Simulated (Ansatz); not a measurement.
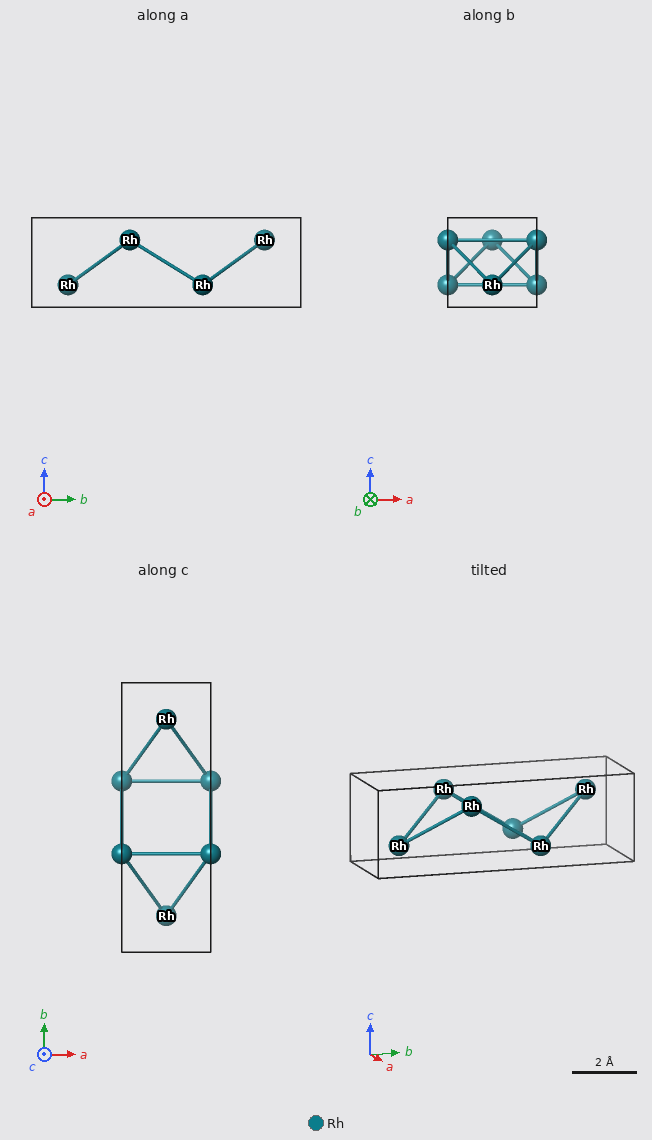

Ball-and-stick drawing of the structure, looking along the a axis, along the b axis, along the c axis and slightly off an axis. The frame is the conventional unit cell; atoms at its boundary are shown with their periodic copies.

Lattice parameters: a = 2.8099 Å, b = 8.5075 Å, c = 2.8348 Å, α = 90.000°, β = 90.000°, γ = 90.000°.

> Set out the cell and atoms as a CIF with its space group and independent sites, with free fractional coordinates to two decimals.

```cif
data_structure
_symmetry_space_group_name_H-M 'C m c m'
_symmetry_Int_Tables_number 63
_cell_length_a 2.8099
_cell_length_b 8.5075
_cell_length_c 2.8348
_cell_angle_alpha 90.000
_cell_angle_beta 90.000
_cell_angle_gamma 90.000
_cell_volume 67.77
loop_
_atom_site_label
_atom_site_type_symbol
_atom_site_symmetry_multiplicity
_atom_site_Wyckoff_symbol
_atom_site_fract_x
_atom_site_fract_y
_atom_site_fract_z
_atom_site_occupancy
Rh1 Rh 4 c 0.00 0.64 0.25 1
```

Origin of the cell: a structure type filled with this element by a generator (whether the element takes this form wasn't checked). Earlier steps of the study may have refined or changed the cell and positions. It was run through Ansatz as a DFT input.

At this level of theory the cell isn't at rest (stretched, at -18 GPa), so its distances can differ from those at equilibrium, the more so the softer the solid.
